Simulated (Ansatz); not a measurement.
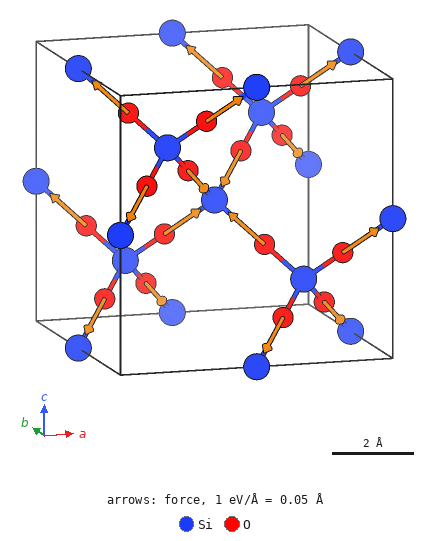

Starting geometry of crystalline SiO$_{2}$ (a generated structure, set up in F-43m) (coarse preliminary run) with the computed forces as orange arrows. A ball-and-stick model of the conventional cell (4 times the calculation's cell), seen slightly off an axis. Lengths and directions refer to the drawn axes.

Level of theory: DFT PBE, scalar-relativistic, plane waves, PAW in Ansatz 0.2.0.

Input file:
```yaml
crystal:
  lattice:
    - [0.0, 3.55999994, 3.55999994]
    - [3.55999994, 0.0, 3.55999994]
    - [3.55999994, 3.55999994, 0.0]
  atoms:
    - { symbol: Si, position: [0.5, 0.5, 0.5] }
    - { symbol: Si, position: [0.25, 0.25, 0.25] }
    - { symbol: O, position: [0.35959318, 0.92122046, 0.35959318] }
    - { symbol: O, position: [0.35959318, 0.35959318, 0.92122046] }
    - { symbol: O, position: [0.35959318, 0.35959318, 0.35959318] }
    - { symbol: O, position: [0.92122046, 0.35959318, 0.35959318] }
basis:
  ecutwfc: 420
kpoints:
  mp_grid: { grid: [4, 4, 4] }
hamiltonian:
  xc: pbe
scf:
  occupations: { method: gaussian, width: 0.1 }
  lower_state_search: "off"
output:
  forces: true
  stress: true
  eigenvalues: true
relax:
  adjacent_minimum: "off"
  f_tol: 0.04
  max_steps: 70
  cell: { stress_tol: 0.4 }
```

Launched with:
```bash
ansatz run input.yaml --threads 1 --pin off --max-ram 2048MiB --backend cpu --events-out ev --progress --plain --runs-dir out
```

> Is this structure relaxed? If not, where do the atoms go?

It isn't relaxed: the largest force vector, on O atoms, is 25.69 eV/Å. The atoms end up moving mostly along the starting forces (cosine between the two patterns 1.00). The largest moves relative to the cell, 0.20 Å, are those of O3, O4, O5 and O6. O5 goes along [1 −1 1]. Si stays in place. The drawn cell changes as follows: a = b = c 7.120 → 7.458 Å (+4.7 %); the volume changes by +14.9 %. Some distances before and after: Si2–O3 1.352 → 1.615 Å, Si1–O3 1.732 → 1.615 Å. The space group (tolerance 0.01 Å) goes from F-43m (No. 216) to Fd-3m (No. 227). The energy falls by 10.164 eV per cell of the calculation in 4 accepted moves (6 points after the start). The largest force component goes from 15 to 0.00099 eV/Å. The pressure goes from 57.57 to 0.18 GPa. At 2 points the geometry stayed and the basis and grid were re-selected for the new cell (energy shift of 76.8 meV per cell of the calculation at most each time).
